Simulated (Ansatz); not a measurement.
System ZrO2 (space group Fm-3m, No. 225); source of the atomic positions: coordinates from a relaxation with DFT PBE+D3(BJ), scalar-relativistic, plane waves, PAW (Ansatz 0.2.0); the starting structure was generated, so it need not be a known form of this composition.

```cif
data_structure
_symmetry_space_group_name_H-M 'P 1'
_symmetry_Int_Tables_number 1
_cell_length_a 5.0877
_cell_length_b 5.0877
_cell_length_c 5.0877
_cell_angle_alpha 90.000
_cell_angle_beta 90.000
_cell_angle_gamma 90.000
_cell_volume 131.70
loop_
_atom_site_label
_atom_site_type_symbol
_atom_site_fract_x
_atom_site_fract_y
_atom_site_fract_z
_atom_site_occupancy
Zr1 Zr 0.50000 0.00000 0.00000 1
O1 O 0.25000 0.25000 0.75000 1
O2 O 0.25000 0.75000 0.75000 1
Zr2 Zr 0.50000 0.50000 0.50000 1
O3 O 0.25000 0.75000 0.25000 1
O4 O 0.25000 0.25000 0.25000 1
Zr3 Zr 0.00000 0.00000 0.50000 1
O5 O 0.75000 0.25000 0.25000 1
O6 O 0.75000 0.75000 0.25000 1
Zr4 Zr 0.00000 0.50000 0.00000 1
O7 O 0.75000 0.75000 0.75000 1
O8 O 0.75000 0.25000 0.75000 1
```

Bonds are taken as O–Zr below 2.5 Å; no other contact counts. The graph is simplified in the usual way: terminal and isolated atoms are pruned, two-connected atoms become edges.

Derive the underlying net.

The result is a binodal (4,8)-connected, three-periodic net: O is a 4-connected node; Zr is an 8-connected node, in the ratio 2:1. It is the flu net, known from fluorite. It is a single net, without interpenetration.

| node | links | point symbol | coordination sequence |
| --- | --- | --- | --- |
| O | 4 | 4⁶ | 4 22 24 82 64 |
| Zr | 8 | 4¹²·6¹²·8⁴ | 8 12 48 42 128 |

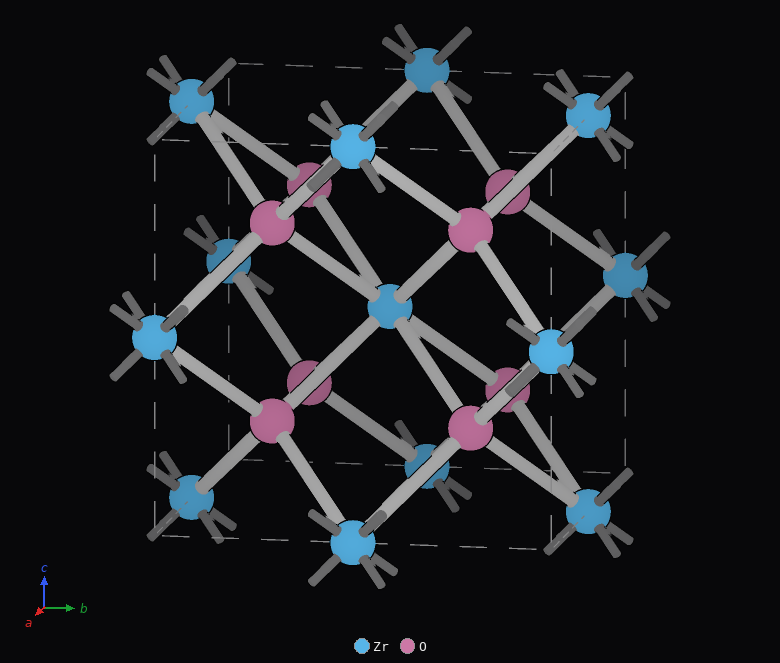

Nodes are coloured by topological kind. Edges to nodes outside the piece are drawn as stubs.
